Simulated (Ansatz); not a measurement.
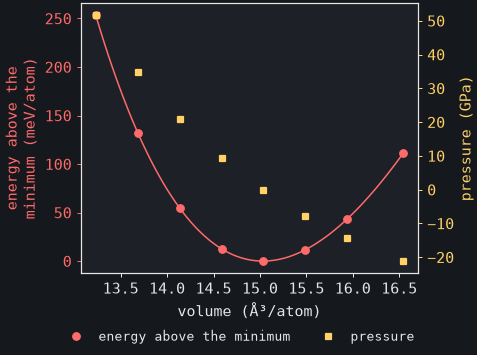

Figure. Energy above the minimum and pressure against volume for Pt, space group Fm-3m (No. 225).

A third-order Birch–Murnaghan fit gives V0 = 15.03 Å³/atom, B0 = 287 GPa and B′ = 5.3. The energy above the minimum is 253.1 meV/atom at volume 13.233 Å³/atom and 110.9 meV/atom at 16.541 Å³/atom; the lowest computed point is at volume 15.037 Å³/atom (0.0 meV/atom), in a single well. The pressure falls from 51.58 GPa at volume 13.233 Å³/atom to −21.15 GPa at 16.541 Å³/atom, and changes sign near 15.04 Å³/atom. The solid is metallic at every point.

Method: third-order Birch-Murnaghan fit to density functional energies at scaled volumes of the given relaxed cell, shape and atoms relaxed at each volume; energies count from the fitted minimum; plane waves with PAW datasets, Γ-centred k mesh (Ansatz 0.2.0). Level: PBEsol, no spin polarisation.

```tsv
setting	value
wave cutoff	420 eV
k mesh	18×18×18
occupations	Gaussian
smearing width	0.1 eV
```

Cell as given: a = 2.771 Å, b = 2.771 Å, c = 2.771 Å, α = 60.00°, β = 60.00°, γ = 60.00°; 1 atom.
